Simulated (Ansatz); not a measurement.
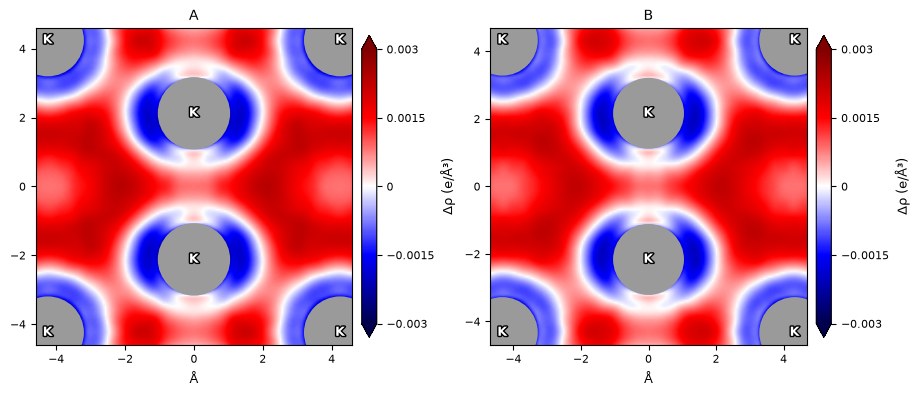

K: deformation density on the (001) plane of the conventional cell at two volumes, with the same fractional coordinates and one colour scale. Grey discs cover the cores. Panel B has 106 % of the volume of panel A.

Space group Pm-3n. This isn't the usual form at ambient conditions. The cell comes from a database of computed structures, not from a measurement.

Computed with DFT LDA, scalar-relativistic, plane waves, PAW in Ansatz.

**How do bonds, bonding charge and pressure respond to this change of volume?**

The pressure is −0.5 GPa in A and −0.6 GPa in B.
The rearranged charge is 0.06 e an atom in A and 0.06 e in B.

Run times: 37 s (base cell) and 38 s (scaled cell), on 2 threads of Arm Neoverse N1, on a shared host.
